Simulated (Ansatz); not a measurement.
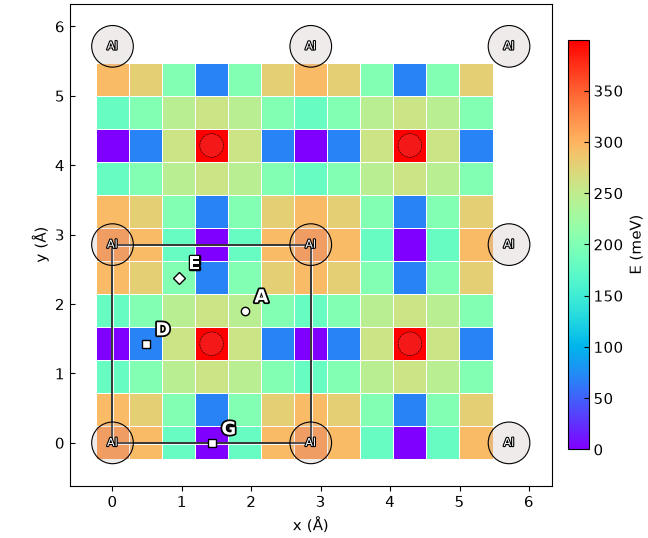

H on an Al(100) slab cut from the Fm-3m phase, its upper half relaxed before the scan (3 atoms of substrate and one adsorbate in a 1 × 1 cell). H is moved over the surface cell; relaxed at each place: the height of the adsorbate's atoms; substrate rigid; the origin of the map has the adsorbate above Al3. Places are given modulo a cell vector. The map is drawn in real space over the plane of the surface. Grid: 6 × 6 points; 10 points were computed and 26 follow by symmetry. All energies are given in meV relative to the lowest grid point. With one adsorbate in each 1 × 1 cell, its nearest image is 2.9 Å away, so neighbouring adsorbates interact. These are results of DFT PBE, scalar-relativistic, plane waves, PAW in Ansatz, not measurements. Settings: cutoff 420 eV, k-mesh 9×9×1, gaussian smearing 0.1 eV, no spin polarisation.

In the figure: one coloured cell a grid point, labelled circles for the atoms of the top layer and small ones for the second layer, the outline of one cell of the 2 × 2 shown, lettered points.

Q: Is G the lowest point of the computed grid?

A: Yes. G, at a bridge site between two Al atoms, (3/6, 0/6) of the cell vectors, has the lowest energy of the grid.

Q: What kind of point is each of A, G: minimum, saddle, maximum or slope?

A: A: saddle point; G: minimum. (In these two coordinates alone; a stationary point may lie a little off the grid point.)

PAW datasets: the set soft_1.
